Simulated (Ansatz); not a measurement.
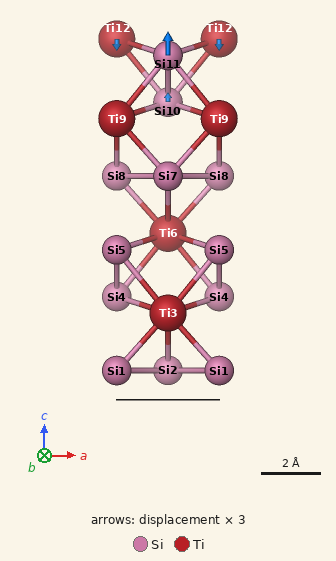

A constrained relaxation of a slab of composition TiSi2 (cut from the Cmcm phase). The starting structure is drawn; blue arrows show the displacements, 3 times their true length.

Style: ball-and-stick. Shown: the cell of the calculation, outlined in the plane, without the vacuum, along the b axis.

Case: clean slab, lower half held. The slab is the (0 1 0) face of TiSi2. 6 atoms are held fixed.

Level of theory: Ansatz 0.2.0, DFT PBEsol, scalar-relativistic, plane waves, PAW.

Input file:
```yaml
crystal:
  lattice:
    - [3.5170496077, 0.0, 0.0]
    - [0.0, 3.5556151843, 0.0]
    - [0.0, 0.0, 28.382891045]
  atoms:
    - { symbol: Si, position: [0.0, 0.25, 0.2994761875] }
    - { symbol: Si, position: [0.5, 0.75, 0.2997397362] }
    - { symbol: Ti, position: [0.5, 0.25, 0.3689841548] }
    - { symbol: Si, position: [0.0, 0.75, 0.3889698836] }
    - { symbol: Si, position: [0.0, 0.25, 0.4453920619] }
    - { symbol: Ti, position: [0.5, 0.75, 0.4653777907] }
    - { symbol: Si, position: [0.5, 0.25, 0.5346222093] }
    - { symbol: Si, position: [0.0, 0.75, 0.534885758] }
    - { symbol: Ti, position: [0.0, 0.25, 0.6041301766] }
    - { symbol: Si, position: [0.5, 0.75, 0.6241159054] }
    - { symbol: Si, position: [0.5, 0.25, 0.6805380837] }
    - { symbol: Ti, position: [0.0, 0.75, 0.7005238125] }
basis:
  ecutwfc: 420
kpoints:
  mp_grid: { grid: [8, 8, 1] }
hamiltonian:
  xc: pbesol
scf:
  occupations: { method: gaussian, width: 0.1 }
output:
  forces: true
  eigenvalues: true
  write_density: true
  write_potential: true
  elf: true
  volumetric_format: npy
relax:
  adjacent_minimum: "off"
  f_tol: 0.03
  max_steps: 70
  constraints: [{ sites: [0, 1, 2, 3, 4, 5] }]
efield:
  axis: 3
  dipole_correction: true
  ramp_width: 0.04
```

Launched with:
```bash
ansatz run input.yaml --threads 1 --pin off --max-ram 2560MiB --backend cpu --events-out ev --progress --plain --runs-dir out
```

Q: What did the optimiser do to the structure, and how much energy did it gain?

A: The largest move is that of Si11, 0.28 Å along the normal (+c). Largest moves by element: Si 0.28 Å, Ti 0.14 Å. The lattice vectors keep their values. Some distances before and after: Ti9–Si11 2.792 → 3.008 Å, Si10–Ti12 2.792 → 2.599 Å, Ti9–Ti12 3.263 → 3.140 Å, Si10–Si11 2.393 → 2.506 Å. Bond angles that change, for instance: Si11–Ti12–Si11 154.4° → 173.2°, Si10–Ti12–Si11 105.1° → 115.6°, Si10–Ti12–Si10 78.1° → 85.2°. The energy falls by 0.211 eV per cell of the calculation in 4 geometry steps. The largest force component goes from 1.2 to 0.017 eV/Å. Cost: 6.8 min on 1 thread of AMD EPYC 7R43 64-Core Processor (Zen 3), on a shared host, peak memory 0.72 GiB.
